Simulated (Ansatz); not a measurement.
## Single-point calculation of Ga$_{64}$As$_{64}$ (part 2 of 2)

Continued. System: Ga$_{64}$As$_{64}$ (F-43m, 128 atoms in the cell). Method: DFT, PBEsol, PAW, plane waves (Ansatz 0.2.0); cutoff 420 eV, 1×1×1 k-mesh, Fermi–Dirac smearing of 0.01 eV. The structure was built on a prototype by a generator.

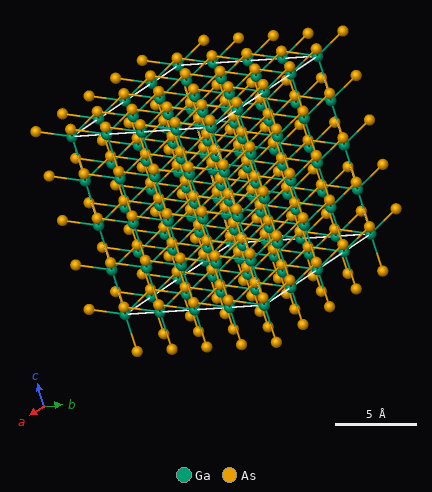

*The structure (ball-and-stick view of the cell of the calculation, seen slightly off an axis; bonded neighbours outside the cell are drawn too).*

### Output, continued
```
--- Forces (eV/Å), atoms counted from 1 ---
  atom   1  Ga    -0.00921158    -0.00921043    -0.00921343
  atom   2  Ga    -0.00921474    -0.00921456    -0.00921756
  atom   3  Ga    -0.00921425    -0.00921417    -0.00921775
  atom   4  Ga    -0.00921575    -0.00921626    -0.00921454
  atom   5  Ga    -0.00921420    -0.00921557    -0.00921552
  atom   6  Ga    -0.00920997    -0.00921207    -0.00921534
  atom   7  Ga    -0.00921276    -0.00921349    -0.00921050
  atom   8  Ga    -0.00921225    -0.00921457    -0.00920955
  atom   9  Ga    -0.00921367    -0.00921247    -0.00921259
  atom  10  Ga    -0.00921465    -0.00921342    -0.00921191
  atom  11  Ga    -0.00921091    -0.00921174    -0.00921145
  atom  12  Ga    -0.00921626    -0.00921635    -0.00921464
  atom  13  Ga    -0.00921654    -0.00921460    -0.00921646
  atom  14  Ga    -0.00921530    -0.00921889    -0.00921553
  atom  15  Ga    -0.00921685    -0.00921339    -0.00921641
  atom  16  Ga    -0.00921379    -0.00921236    -0.00921334
  atom  17  Ga    -0.00921455    -0.00921210    -0.00921291
  atom  18  Ga    -0.00921507    -0.00921675    -0.00921624
  atom  19  Ga    -0.00921584    -0.00921679    -0.00921616
  atom  20  Ga    -0.00920699    -0.00921136    -0.00921291
  atom  21  Ga    -0.00921636    -0.00921598    -0.00921861
  atom  22  Ga    -0.00921414    -0.00920886    -0.00921122
  atom  23  Ga    -0.00921666    -0.00921620    -0.00921732
  atom  24  Ga    -0.00921337    -0.00921501    -0.00920862
  atom  25  Ga    -0.00921213    -0.00921353    -0.00921370
  atom  26  Ga    -0.00921463    -0.00921318    -0.00921674
  atom  27  Ga    -0.00921114    -0.00921294    -0.00921384
  atom  28  Ga    -0.00921597    -0.00921768    -0.00921326
  atom  29  Ga    -0.00921357    -0.00921239    -0.00921278
  atom  30  Ga    -0.00921677    -0.00921442    -0.00921478
  atom  31  Ga    -0.00921599    -0.00921632    -0.00921543
  atom  32  Ga    -0.00921385    -0.00921274    -0.00921229
  atom  33  Ga    -0.00920840    -0.00921165    -0.00921332
  atom  34  Ga    -0.00921628    -0.00921548    -0.00921490
  atom  35  Ga    -0.00921424    -0.00921550    -0.00921486
  atom  36  Ga    -0.00921255    -0.00921166    -0.00921265
  atom  37  Ga    -0.00921659    -0.00921652    -0.00921792
  atom  38  Ga    -0.00921602    -0.00921890    -0.00921384
  atom  39  Ga    -0.00921436    -0.00920966    -0.00921058
  atom  40  Ga    -0.00920983    -0.00921201    -0.00921582
  atom  41  Ga    -0.00921273    -0.00920999    -0.00921309
  atom  42  Ga    -0.00921318    -0.00921526    -0.00921043
  atom  43  Ga    -0.00921648    -0.00921503    -0.00921582
  atom  44  Ga    -0.00921513    -0.00921467    -0.00921480
  atom  45  Ga    -0.00921457    -0.00921470    -0.00921176
  atom  46  Ga    -0.00921609    -0.00921415    -0.00921486
  atom  47  Ga    -0.00921792    -0.00921487    -0.00921710
  atom  48  Ga    -0.00921281    -0.00921430    -0.00921222
  atom  49  Ga    -0.00921321    -0.00921047    -0.00921342
  atom  50  Ga    -0.00921633    -0.00921461    -0.00921837
  atom  51  Ga    -0.00921443    -0.00921633    -0.00921485
  atom  52  Ga    -0.00921528    -0.00921568    -0.00921455
  atom  53  Ga    -0.00921782    -0.00921666    -0.00921479
  atom  54  Ga    -0.00921047    -0.00921499    -0.00921058
  atom  55  Ga    -0.00921118    -0.00920842    -0.00921457
  atom  56  Ga    -0.00921353    -0.00921445    -0.00921238
  atom  57  Ga    -0.00921023    -0.00921125    -0.00921145
  atom  58  Ga    -0.00921223    -0.00921425    -0.00921103
  atom  59  Ga    -0.00921532    -0.00921217    -0.00921115
  atom  60  Ga    -0.00921660    -0.00921683    -0.00921646
  atom  61  Ga    -0.00921350    -0.00921557    -0.00921467
  atom  62  Ga    -0.00921616    -0.00921745    -0.00921531
  atom  63  Ga    -0.00921452    -0.00921476    -0.00921452
  atom  64  Ga    -0.00921263    -0.00921185    -0.00921596
  atom  65  As     0.00921140     0.00921090     0.00921157
  atom  66  As     0.00921212     0.00921433     0.00921371
  atom  67  As     0.00921293     0.00921062     0.00921402
  atom  68  As     0.00921303     0.00921407     0.00921257
  atom  69  As     0.00921153     0.00921301     0.00921014
  atom  70  As     0.00921153     0.00921231     0.00921092
  atom  71  As     0.00921095     0.00921073     0.00921212
  atom  72  As     0.00921226     0.00921248     0.00921176
  atom  73  As     0.00921196     0.00921080     0.00920982
  atom  74  As     0.00921224     0.00921268     0.00921232
  atom  75  As     0.00921157     0.00921186     0.00921092
  atom  76  As     0.00921483     0.00921287     0.00921442
  atom  77  As     0.00921332     0.00921091     0.00921153
  atom  78  As     0.00921153     0.00921199     0.00921223
  atom  79  As     0.00921147     0.00921262     0.00921341
  atom  80  As     0.00921197     0.00921205     0.00921242
  atom  81  As     0.00921229     0.00921167     0.00921216
  atom  82  As     0.00921365     0.00921359     0.00921379
  atom  83  As     0.00921162     0.00921301     0.00921172
  atom  84  As     0.00921087     0.00921075     0.00921101
  atom  85  As     0.00921408     0.00921356     0.00921076
  atom  86  As     0.00921067     0.00921046     0.00921166
  atom  87  As     0.00921258     0.00921212     0.00921299
  atom  88  As     0.00921070     0.00921118     0.00921059
  atom  89  As     0.00921118     0.00921113     0.00921240
  atom  90  As     0.00921234     0.00921247     0.00921422
  atom  91  As     0.00921217     0.00921219     0.00921159
  atom  92  As     0.00921332     0.00921440     0.00921274
  atom  93  As     0.00921189     0.00921148     0.00921173
  atom  94  As     0.00921357     0.00921339     0.00921294
  atom  95  As     0.00921207     0.00921091     0.00921367
  atom  96  As     0.00921148     0.00921234     0.00921073
  atom  97  As     0.00921114     0.00921114     0.00921131
  atom  98  As     0.00921491     0.00921378     0.00921305
  atom  99  As     0.00921092     0.00921355     0.00921188
  atom 100  As     0.00921129     0.00921150     0.00921012
  atom 101  As     0.00921333     0.00921093     0.00921275
  atom 102  As     0.00921251     0.00921211     0.00921222
  atom 103  As     0.00921055     0.00921166     0.00921071
  atom 104  As     0.00921224     0.00921237     0.00921215
  atom 105  As     0.00921169     0.00921117     0.00921152
  atom 106  As     0.00921092     0.00921234     0.00921191
  atom 107  As     0.00921347     0.00921271     0.00921386
  atom 108  As     0.00921191     0.00921389     0.00921265
  atom 109  As     0.00921251     0.00921297     0.00921205
  atom 110  As     0.00921421     0.00921222     0.00921315
  atom 111  As     0.00921123     0.00921144     0.00921162
  atom 112  As     0.00921083     0.00921068     0.00921341
  atom 113  As     0.00921065     0.00921100     0.00921168
  atom 114  As     0.00921304     0.00921255     0.00921151
  atom 115  As     0.00921303     0.00921419     0.00921291
  atom 116  As     0.00921144     0.00921172     0.00921388
  atom 117  As     0.00921106     0.00921220     0.00921212
  atom 118  As     0.00921185     0.00921120     0.00921076
  atom 119  As     0.00921142     0.00921094     0.00921247
  atom 120  As     0.00921192     0.00921271     0.00921159
  atom 121  As     0.00921160     0.00921098     0.00921032
  atom 122  As     0.00921080     0.00921096     0.00921188
  atom 123  As     0.00921410     0.00921142     0.00921199
  atom 124  As     0.00921289     0.00921359     0.00921396
  atom 125  As     0.00921258     0.00921440     0.00921313
  atom 126  As     0.00921310     0.00921216     0.00921235
  atom 127  As     0.00921405     0.00921222     0.00921168
  atom 128  As     0.00921083     0.00921139     0.00921181
  max |Σ_I F_I| component: 1.24e-4 eV/Å
--- Stress (GPa, compression-positive) ---
        0.219705      -0.439168      -0.439168
       -0.439168       0.219705      -0.439168
       -0.439168      -0.439168       0.219705
  P = ⅓ Tr σ = 0.2197 GPa (2.197 kbar)
--- Band table (eV) ---
  k-point 0: bands = ["-27.1236", "-27.1235", "-27.1234", "-27.1234", "-27.1232", "-27.1232", "-27.1232", "-27.1232", "-27.1232", "-27.1232", ... 866 levels left out ..., "6.9164", "7.0846", "7.0846", "7.0846", "7.1448", "7.1506", "7.1506", "7.1506", "7.1551", "7.1551", "7.2466", "7.2466", "7.2466", "7.4083", "7.4083", "7.4083", "7.5711", "7.5711", "7.9631", "7.9631", "8.9597", "9.1083", "9.2008", "9.3435", "9.3435", "9.3435", "9.4642", "9.4642", "9.4642",
      "9.5450", "9.6899", "9.6899", "9.6899", "9.8494", "9.8494", "9.8494", "9.8558", "9.8558", "9.8558", "9.8652", "9.8652", "9.8652", "9.9064", "9.9064", "9.9064", "10.1110", "10.1110", "10.1110", "10.2106", "10.2106", "10.2106", "10.2873", "10.2873", "10.2873", "10.3018", "10.3018", "10.3018", "10.3065", "10.3065", "10.3065", "10.3065", "10.3065", "10.3065", "10.4923", "10.4923", "10.4923", "10.4923", "10.4923", "10.4923",
      "10.5241", "10.5241", "10.5241", "10.6531", "10.6531", "10.6531", "10.8952", "10.8952", "10.8952", "10.8952", "10.8952", "10.8952", "11.0954", "11.0954", "11.0954", "11.2866", "11.2866", "11.2866", "11.6394", "11.6394", "11.6394", "11.7728", "11.8112", "11.8112", "11.8395", "11.8395", "11.8395", "11.8395", "11.8395", "11.8395", "11.8583", "11.8583", "11.8583", "12.0448", "12.0448", "12.0448", "12.3558", "12.3558", "12.4563", "12.4563",
      "12.4563", "12.5021", "12.5021", "12.5021", "12.5021", "12.5021", "12.5021", "12.5099", "12.5099", "12.5099", "12.5652", "12.5652", "12.5652", "12.6233", "12.6233", "12.6545", "12.6545", "12.6545", "12.6545", "12.6545", "12.6545", "12.6664", "12.6664", "12.6711", "12.6711", "12.6711", "12.6711", "12.6711", "12.6711", "12.6824", "12.6824", "12.6824", "12.6824", "12.6824", "12.6824", "12.6923", "12.6923", "12.6923", "12.7818", "12.7818",
      "12.7818", "12.9023", "12.9023", "12.9023", "12.9107", "12.9531", "12.9531", "12.9531", "13.1396", "13.1396", "13.1396", "13.2200", "13.2200", "13.2200", "13.4908", "13.4908", "13.4908", "13.5465", "13.5465", "13.5465", "13.5465", "13.5465", "13.5465", "13.5774", "13.5774", "13.5774", "13.5774", "13.5774", "13.5774", "13.5865", "13.5865", "13.5865", "13.6249", "13.6249", "13.6249", "13.6249", "13.6249", "13.6249", "13.8413", "13.8413",
      "13.8413", "13.8440", "13.8440", "13.8440", "14.0115", "14.0115", "14.0115", "14.0172", "14.0172", "14.0172", "14.0790"]
--- Löwdin populations: 128 sites ---
  site symbol       q [e]
     0     Ga     12.9512
     1     Ga     12.9512
     2     Ga     12.9511
     3     Ga     12.9511
     4     Ga     12.9512
     5     Ga     12.9511
     6     Ga     12.9512
     7     Ga     12.9511
     8     Ga     12.9512
     9     Ga     12.9511
    10     Ga     12.9511
    11     Ga     12.9511
    12     Ga     12.9511
    13     Ga     12.9512
    14     Ga     12.9511
    15     Ga     12.9512
    16     Ga     12.9511
    17     Ga     12.9511
    18     Ga     12.9511
    19     Ga     12.9511
    20     Ga     12.9511
    21     Ga     12.9511
    22     Ga     12.9511
    23     Ga     12.9512
    24     Ga     12.9512
    25     Ga     12.9511
    26     Ga     12.9511
    27     Ga     12.9511
    28     Ga     12.9512
    29     Ga     12.9512
    30     Ga     12.9511
    31     Ga     12.9512
    32     Ga     12.9511
    33     Ga     12.9511
    34     Ga     12.9511
    35     Ga     12.9512
    36     Ga     12.9512
    37     Ga     12.9511
    38     Ga     12.9511
    39     Ga     12.9511
    40     Ga     12.9511
    41     Ga     12.9512
    42     Ga     12.9511
    43     Ga     12.9511
    44     Ga     12.9511
    45     Ga     12.9511
    46     Ga     12.9512
    47     Ga     12.9512
    48     Ga     12.9511
    49     Ga     12.9511
    50     Ga     12.9511
    51     Ga     12.9511
    52     Ga     12.9512
    53     Ga     12.9511
    54     Ga     12.9511
    55     Ga     12.9512
    56     Ga     12.9512
    57     Ga     12.9512
    58     Ga     12.9512
    59     Ga     12.9512
    60     Ga     12.9511
    61     Ga     12.9511
    62     Ga     12.9511
    63     Ga     12.9512
    64     As     15.0099
    65     As     15.0099
    66     As     15.0099
    67     As     15.0099
    68     As     15.0099
    69     As     15.0099
    70     As     15.0099
    71     As     15.0099
    72     As     15.0099
    73     As     15.0099
    74     As     15.0099
    75     As     15.0099
    76     As     15.0099
    77     As     15.0099
    78     As     15.0099
    79     As     15.0099
    80     As     15.0099
    81     As     15.0099
    82     As     15.0099
    83     As     15.0099
    84     As     15.0099
    85     As     15.0099
    86     As     15.0099
    87     As     15.0099
    88     As     15.0099
    89     As     15.0099
    90     As     15.0099
    91     As     15.0099
    92     As     15.0099
    93     As     15.0099
    94     As     15.0099
    95     As     15.0099
    96     As     15.0099
    97     As     15.0099
    98     As     15.0099
    99     As     15.0099
   100     As     15.0099
   101     As     15.0099
   102     As     15.0099
   103     As     15.0099
   104     As     15.0099
   105     As     15.0099
   106     As     15.0099
   107     As     15.0099
   108     As     15.0099
   109     As     15.0099
   110     As     15.0099
   111     As     15.0099
   112     As     15.0099
   113     As     15.0099
   114     As     15.0099
   115     As     15.0099
   116     As     15.0099
   117     As     15.0099
   118     As     15.0099
   119     As     15.0099
   120     As     15.0099
   121     As     15.0099
   122     As     15.0099
   123     As     15.0099
   124     As     15.0099
   125     As     15.0099
   126     As     15.0099
   127     As     15.0099
  spilling = 0.001391 (of n_electrons = 1792.000000)
```

### Key numbers

| quantity | value |
| --- | --- |
| outcome | converged |
| space group (tolerance 0.01 Å) | F-43m (216) |
| electrons treated | 1792 |
| free energy | −547633.6928 eV |
| Fermi energy | 8.465 eV |
| pressure | 0.22 GPa |
| largest force (length of the vector) | 0.016 eV/Å |
| hardware | 1 × NVIDIA GB300 Max-Q, 8 threads of Arm Neoverse-V2, 125 GiB of memory available, shared host |
| wall time | 2.3 min (CPU time 12 min) |
| peak memory | 7.4 GiB |
